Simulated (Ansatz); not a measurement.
**Ga27P26 (cell charge +3, with a compensating background) (cell with a defect): density, localisation and related maps**

The calculation's input:

```
crystal:
  lattice:
    - [0.0, 8.17575, 8.17575]
    - [8.17575, 0.0, 8.17575]
    - [8.17575, 8.17575, 0.0]
  atoms:
    - { symbol: Ga, position: [0.0, 0.0, 0.0] }
    - { symbol: Ga, position: [0.0, 0.0, 0.3333333333] }
    - { symbol: Ga, position: [0.0, 0.0, 0.6666666667] }
    - { symbol: Ga, position: [0.0, 0.3333333333, 0.0] }
    - { symbol: Ga, position: [0.0, 0.3333333333, 0.3333333333] }
    - { symbol: Ga, position: [0.0, 0.3333333333, 0.6666666667] }
    - { symbol: Ga, position: [0.0, 0.6666666667, 0.0] }
    - { symbol: Ga, position: [0.0, 0.6666666667, 0.3333333333] }
    - { symbol: Ga, position: [0.0, 0.6666666667, 0.6666666667] }
    - { symbol: Ga, position: [0.3333333333, 0.0, 0.0] }
    - { symbol: Ga, position: [0.3333333333, 0.0, 0.3333333333] }
    - { symbol: Ga, position: [0.3333333333, 0.0, 0.6666666667] }
    - { symbol: Ga, position: [0.3333333333, 0.3333333333, 0.0] }
    - { symbol: Ga, position: [0.3333333333, 0.3333333333, 0.3333333333] }
    - { symbol: Ga, position: [0.3333333333, 0.3333333333, 0.6666666667] }
    - { symbol: Ga, position: [0.3333333333, 0.6666666667, 0.0] }
    - { symbol: Ga, position: [0.3333333333, 0.6666666667, 0.3333333333] }
    - { symbol: Ga, position: [0.3333333333, 0.6666666667, 0.6666666667] }
    - { symbol: Ga, position: [0.6666666667, 0.0, 0.0] }
    - { symbol: Ga, position: [0.6666666667, 0.0, 0.3333333333] }
    - { symbol: Ga, position: [0.6666666667, 0.0, 0.6666666667] }
    - { symbol: Ga, position: [0.6666666667, 0.3333333333, 0.0] }
    - { symbol: Ga, position: [0.6666666667, 0.3333333333, 0.3333333333] }
    - { symbol: Ga, position: [0.6666666667, 0.3333333333, 0.6666666667] }
    - { symbol: Ga, position: [0.6666666667, 0.6666666667, 0.0] }
    - { symbol: Ga, position: [0.6666666667, 0.6666666667, 0.3333333333] }
    - { symbol: Ga, position: [0.6666666667, 0.6666666667, 0.6666666667] }
    - { symbol: P, position: [0.0833333333, 0.0833333333, 0.4166666667] }
    - { symbol: P, position: [0.0833333333, 0.0833333333, 0.75] }
    - { symbol: P, position: [0.0833333333, 0.4166666667, 0.0833333333] }
    - { symbol: P, position: [0.0833333333, 0.4166666667, 0.4166666667] }
    - { symbol: P, position: [0.0833333333, 0.4166666667, 0.75] }
    - { symbol: P, position: [0.0833333333, 0.75, 0.0833333333] }
    - { symbol: P, position: [0.0833333333, 0.75, 0.4166666667] }
    - { symbol: P, position: [0.0833333333, 0.75, 0.75] }
    - { symbol: P, position: [0.4166666667, 0.0833333333, 0.0833333333] }
    - { symbol: P, position: [0.4166666667, 0.0833333333, 0.4166666667] }
    - { symbol: P, position: [0.4166666667, 0.0833333333, 0.75] }
    - { symbol: P, position: [0.4166666667, 0.4166666667, 0.0833333333] }
    - { symbol: P, position: [0.4166666667, 0.4166666667, 0.4166666667] }
    - { symbol: P, position: [0.4166666667, 0.4166666667, 0.75] }
    - { symbol: P, position: [0.4166666667, 0.75, 0.0833333333] }
    - { symbol: P, position: [0.4166666667, 0.75, 0.4166666667] }
    - { symbol: P, position: [0.4166666667, 0.75, 0.75] }
    - { symbol: P, position: [0.75, 0.0833333333, 0.0833333333] }
    - { symbol: P, position: [0.75, 0.0833333333, 0.4166666667] }
    - { symbol: P, position: [0.75, 0.0833333333, 0.75] }
    - { symbol: P, position: [0.75, 0.4166666667, 0.0833333333] }
    - { symbol: P, position: [0.75, 0.4166666667, 0.4166666667] }
    - { symbol: P, position: [0.75, 0.4166666667, 0.75] }
    - { symbol: P, position: [0.75, 0.75, 0.0833333333] }
    - { symbol: P, position: [0.75, 0.75, 0.4166666667] }
    - { symbol: P, position: [0.75, 0.75, 0.75] }
total_charge: 3
kpoints:
  mp_grid: { grid: [2, 2, 2] }
scf:
  occupations: { method: fermi_dirac, width: 0.01 }
hamiltonian:
  xc: pbe
  pseudopotentials: { kind: paw }
output:
  forces: true
  stress: true
  populations: true
  efg: { quadrupole_moments_barn: { Ga: 0.107 }, contact_densities: true }
  write_density: true
  write_potential: true
  elf: true
  volumetric_format: npy
```

Launched as:

```sh
ansatz run input.yaml --threads 4 --pin off --max-ram 8192MiB --backend cpu --events-out ev --progress --plain --runs-dir out
```

Not relaxed (largest force 0.4 eV/Å).

Method: DFT, PBE, plane-wave PAW, default files, scalar-relativistic (Ansatz 0.2.0).

In a PAW calculation such maps are meaningful between the atoms, not at the nuclei.

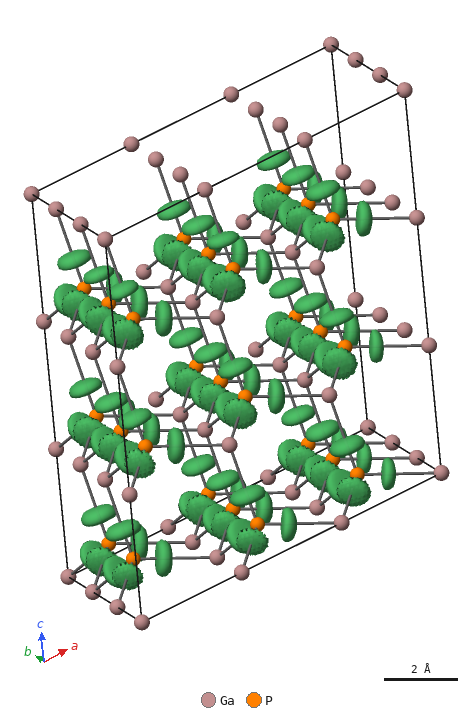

Figure 1. Isosurface of the ELF at 0.85 (green), seen slightly off an axis. Core shells and regions of very low density are left out. Sticks mark near contacts.

What do the ELF domains correspond to?

The ELF exceeds this value in 104 lobes of the valence shell of P pointing towards Ga (polar bonds), counted in one cell of 53 atoms. Regions shared between cells count once.


Ga–P (2.36 Å): the ELF peaks at about 0.90 in the valence shell of P, 0.9 Å from its nucleus, and is about 0.75 at the midpoint.

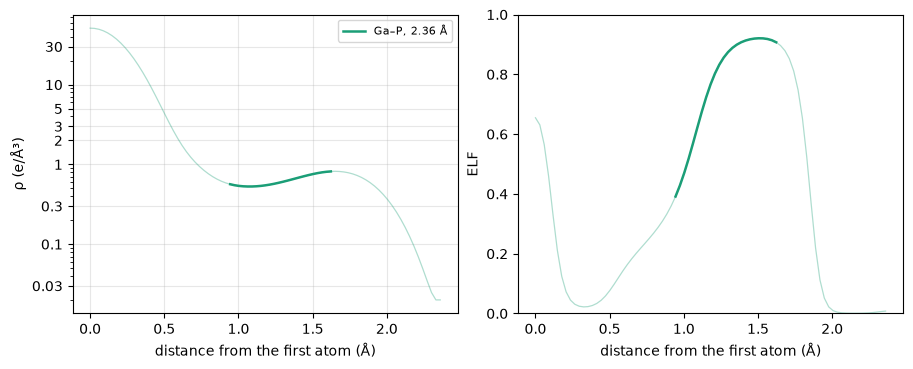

Figure 2. Valence pseudo-density and electron localisation function along straight lines between neighbouring atoms. Thin, pale parts lie inside the atomic spheres.

What can be read from the curves?

Ga–P (2.36 Å): ρ is about 0.55 e/Å³ halfway; the ELF peaks at about 0.90 in the valence shell of P, 0.9 Å from its nucleus, and is about 0.75 at the midpoint.

Does the calculation give a band gap?

It is gapless in this calculation (a metal or semimetal).
